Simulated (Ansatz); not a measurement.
System: W₁₂S (slab).

```yaml
crystal:
  lattice:
    - [5.70944, 0.00000, 0.00000]
    - [0.00000, 5.70944, 0.00000]
    - [0.00000, 0.00000, 19.44464]
  atoms:
    - { symbol: W, position: [0.25000, 0.25000, 0.20571] }
    - { symbol: W, position: [0.25000, 0.75000, 0.20571] }
    - { symbol: W, position: [0.75000, 0.25000, 0.20571] }
    - { symbol: W, position: [0.75000, 0.75000, 0.20571] }
    - { symbol: W, position: [0.00000, 0.00000, 0.30712] }
    - { symbol: W, position: [0.00000, 0.50000, 0.30712] }
    - { symbol: W, position: [0.50000, 0.00000, 0.30712] }
    - { symbol: W, position: [0.50000, 0.50000, 0.30712] }
    - { symbol: W, position: [0.25000, 0.25000, 0.40858] }
    - { symbol: W, position: [0.25000, 0.75000, 0.40858] }
    - { symbol: W, position: [0.75000, 0.25000, 0.40858] }
    - { symbol: W, position: [0.75000, 0.75000, 0.40858] }
    - { symbol: S, position: [0.33333, 0.50000, 0.50187] }
```

A point of a scan over the structure, not its minimum; not relaxed (largest force 0.7 eV/Å); PAW files of the earlier set (soft_1).

All numbers below come from DFT PBE, scalar-relativistic, plane waves, PAW (Ansatz 0.2.0).

Q: What can the converged valence pseudo-density and electron localisation function tell about the bonding?

A: W–S (2.36 Å): the density is about 0.67 e/Å³ at the midpoint; the ELF peaks at about 0.85 in the valence shell of S, 0.8 Å from its nucleus, and is about 0.45 at the midpoint.
W–W (2.82 Å): ρ at the midpoint is about 0.37 e/Å³; the ELF is about 0.40 at the midpoint.

Q: Does the calculation give a band gap?

A: It is metallic or semimetallic at this level of theory: no gap opens.

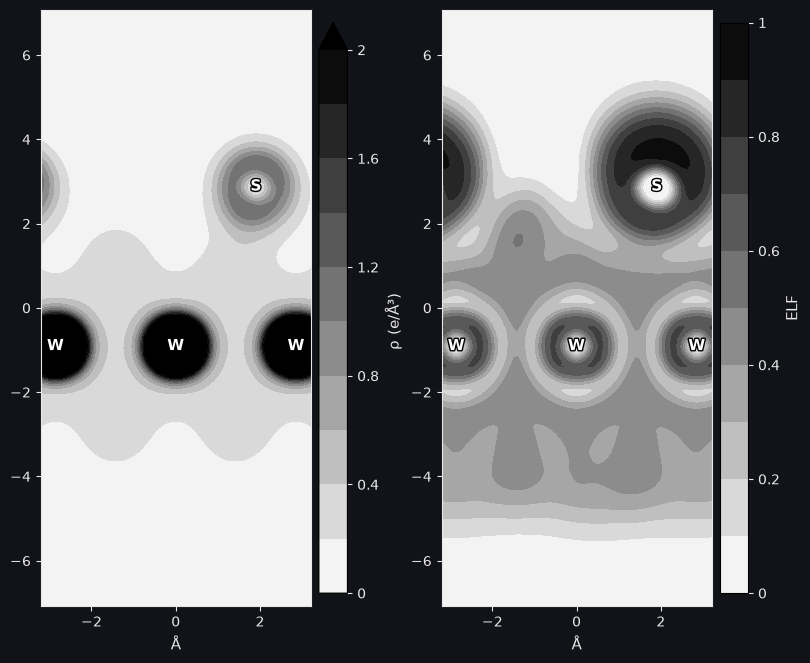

Computed valence pseudo-density and electron localisation function on the (010) plane of the calculation cell, a cut from vacuum to vacuum, in this order. 
